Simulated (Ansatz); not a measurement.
**Se: density, localisation and related maps**

Input

```
crystal:
  lattice:
    - [5.2974035112, 3.0584573431, 1.5068462481]
    - [-5.2974035112, 3.0584573431, 1.5068462481]
    - [0.0, -6.1169146864, 1.506846248]
  atoms:
    - { symbol: Se, position: [0.3025245758, 0.1671748821, 0.9090848794] }
    - { symbol: Se, position: [0.9090848794, 0.3025245758, 0.1671748821] }
    - { symbol: Se, position: [0.1671748821, 0.9090848794, 0.3025245758] }
    - { symbol: Se, position: [0.6974754242, 0.8328251179, 0.0909151206] }
    - { symbol: Se, position: [0.0909151206, 0.6974754242, 0.8328251179] }
    - { symbol: Se, position: [0.8328251179, 0.0909151206, 0.6974754242] }
basis:
  ecutwfc: 420
kpoints:
  mp_grid: { grid: [6, 6, 6] }
hamiltonian:
  xc: pbesol
scf:
  occupations: { method: gaussian, width: 0.02 }
output:
  forces: true
  stress: true
  eigenvalues: true
  write_density: true
  write_potential: true
  elf: true
  volumetric_format: npy
relax:
  adjacent_minimum: "off"
  f_tol: 0.01
  max_steps: 30
  cell: { stress_tol: 0.1, fix: [volume] }
```

Launched as:

```sh
ansatz run input.yaml --threads 1 --pin off --max-ram 2560MiB --backend cpu --events-out ev --progress --plain --runs-dir out
```

Below, planes, directions and counts refer to the conventional cell (a = 10.67 Å, b = 10.67 Å, c = 4.45 Å, α = 90.00°, β = 90.00°, γ = 120.00°).

The fields are those of the run's last geometry, not of the input's.

Space group R-3; changed on purpose from its base cell (volume × 0.97, shape and atoms relaxed).

Computed with DFT PBEsol, scalar-relativistic, plane waves, PAW in Ansatz 0.2.0.

The density is the valence pseudo-density of a PAW calculation; it isn't the true density close to the nuclei.

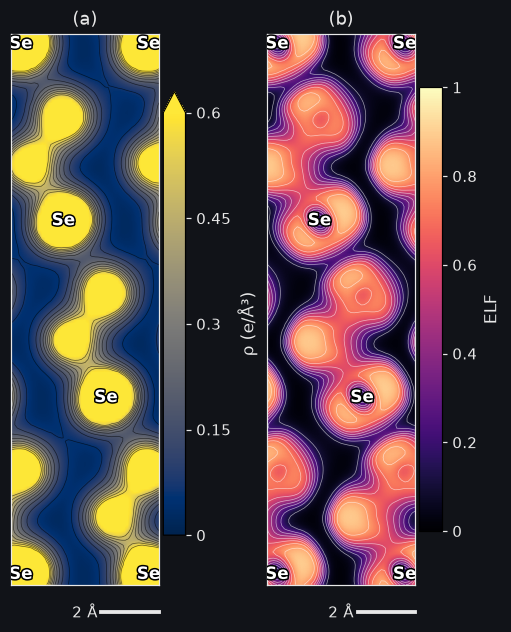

Figure 1. (a) valence charge density (pseudo); (b) ELF on the (110) plane of the conventional cell.

Q: Interpret the plot.

A: The section cuts through Se sites.
Atoms just off the plane (Se, 0.6 Å away) can leave unmarked features too.
Between the atoms the lowest density in this plane is 0.03 e/Å³.
The ELF also peaks beside Se, away from the bonds: lone-pair regions.

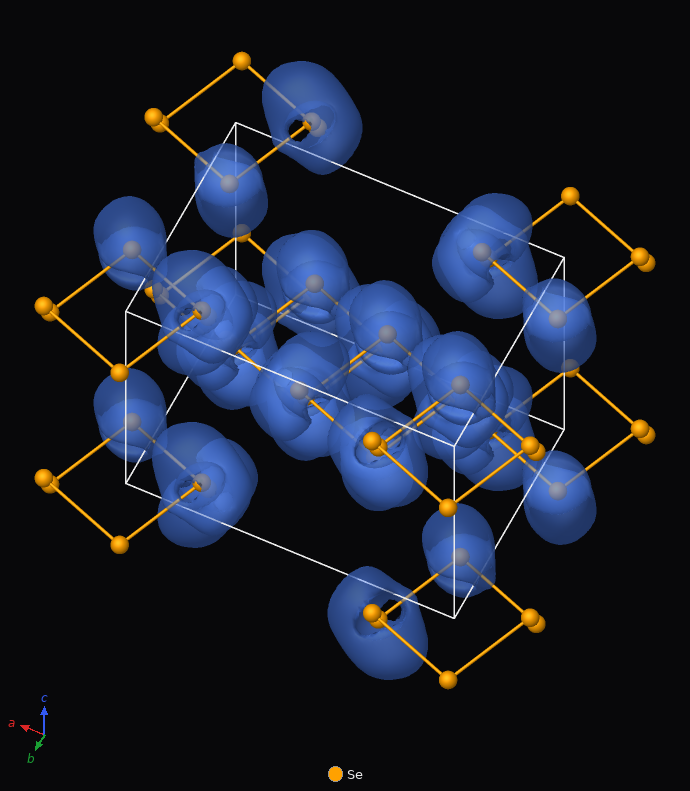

Figure 2. Isosurface of the electron localisation function at 0.7 (blue), seen at an oblique angle. Only the valence region is drawn (cores and ρ < 0.01 e/Å³ removed). Sticks mark near contacts.

Q: Where are the electrons localised?

A: The ELF exceeds this value in 18 regions wrapped around Se (the valence shell of each), counted in one cell of 18 atoms. Regions shared between cells count once. Profiles from the grid: Se–Se (2.44 Å): the ELF peaks at about 0.75 between the atoms.

Q: Metal or insulator at this level of theory?

A: It is gapped, with a Kohn–Sham gap of 0.89 eV on the k-point mesh, an upper bound to the gap of this method.
